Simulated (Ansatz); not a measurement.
**Al (slab): density, localisation and related maps**

Input

```
crystal:
  lattice:
    - [5.6324246428, 0.0, 0.0]
    - [0.0, 5.6324246428, 0.0]
    - [0.0, 0.0, 22.9740884892]
  atoms:
    - { symbol: Al, position: [0.25, 0.25, 0.3699820345] }
    - { symbol: Al, position: [0.25, 0.75, 0.3699820345] }
    - { symbol: Al, position: [0.75, 0.25, 0.3699820345] }
    - { symbol: Al, position: [0.75, 0.75, 0.3699820345] }
    - { symbol: Al, position: [0.5, 0.5, 0.4566606782] }
    - { symbol: Al, position: [0.5, 0.0, 0.4566606782] }
    - { symbol: Al, position: [0.0, 0.5, 0.4566606782] }
    - { symbol: Al, position: [0.0, 0.0, 0.4566606782] }
    - { symbol: Al, position: [0.75, 0.75, 0.5433393218] }
    - { symbol: Al, position: [0.75, 0.25, 0.5433393218] }
    - { symbol: Al, position: [0.25, 0.75, 0.5433393218] }
    - { symbol: Al, position: [0.25, 0.25, 0.5433393218] }
    - { symbol: Al, position: [0.0, 0.0, 0.6300179655] }
    - { symbol: Al, position: [0.0, 0.5, 0.6300179655] }
    - { symbol: Al, position: [0.5, 0.0, 0.6300179655] }
    - { symbol: Al, position: [0.5, 0.5, 0.6300179655] }
basis:
  ecutwfc: 420
kpoints:
  mp_grid: { grid: [5, 5, 1] }
hamiltonian:
  xc: pbe
  dispersion: d3bj
scf:
  occupations: { method: gaussian, width: 0.1 }
output:
  forces: true
  eigenvalues: true
  write_density: true
  write_potential: true
  elf: true
  volumetric_format: npy
relax:
  adjacent_minimum: "off"
  f_tol: 0.03
  max_steps: 70
  constraints: [{ sites: [0, 1, 2, 3, 4, 5, 6, 7] }]
efield:
  axis: 3
  dipole_correction: true
  ramp_width: 0.04
```

Command:

```sh
ansatz run input.yaml --threads 2 --pin off --max-ram 5120MiB --backend cpu --events-out ev --progress --plain --runs-dir out
```

The fields are those of the run's last geometry, not of the input's.

Level of theory: DFT PBE+D3(BJ), scalar-relativistic, plane waves, PAW in Ansatz.

In a PAW calculation such maps are meaningful between the atoms, not at the nuclei.

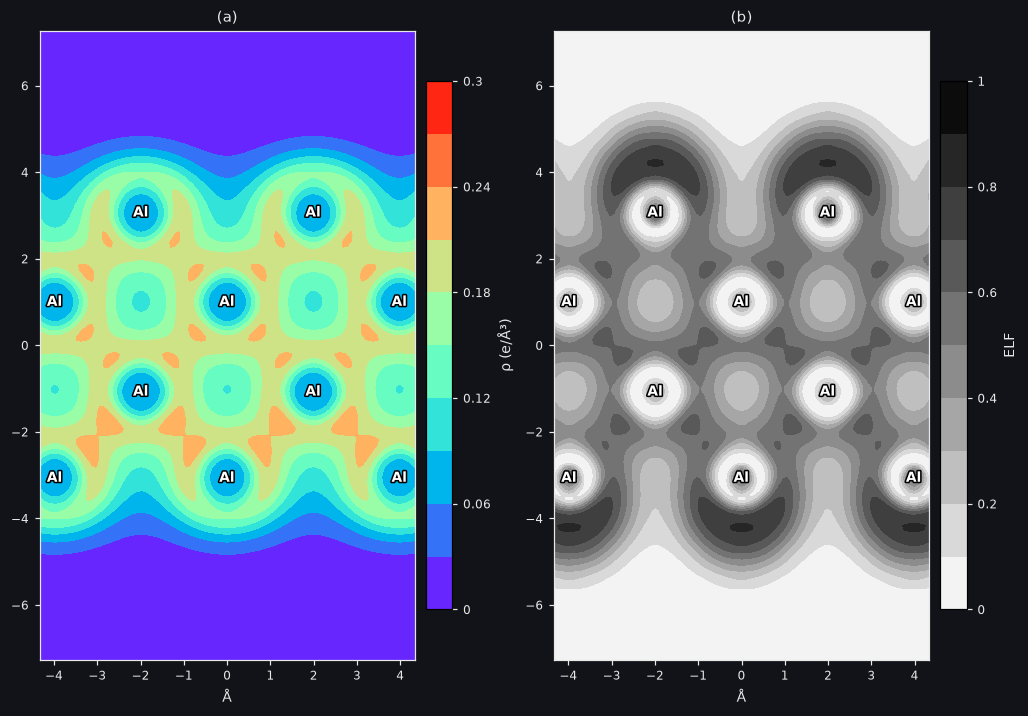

Figure 1. (a) valence electron density; (b) electron localisation function on the (110) plane of the calculation cell, a cut from vacuum to vacuum.

Q: What does the map show?

A: The section cuts through Al sites. Al–Al (2.82 Å): ρ at the midpoint is about 0.21 e/Å³; the ELF peaks at about 0.65 between the atoms. Al–Al (2.87 Å): the density is about 0.2 e/Å³ at the midpoint; the ELF peaks at about 0.60 between the atoms. The density dies away to nearly zero in the vacuum.

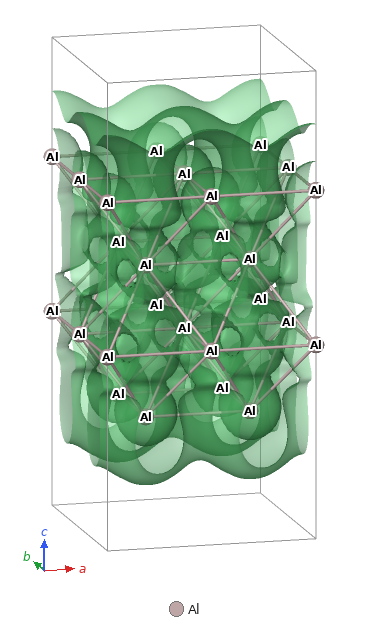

Figure 2. Isosurface of the ELF at 0.55 (green), seen slightly off an axis. Core shells and regions of very low density are left out. Sticks mark near contacts.

Q: Describe the localisation domains.

A: The ELF exceeds this value in sheets that run through the cell in two directions, counted in one cell of 16 atoms. Counts are for one cell; the picture repeats the cell along the surface. There are no localised bonds or lone pairs at this value.

Q: Does the calculation make it a metal, or give it a gap?

A: It is gapless in this calculation (a metal or semimetal).
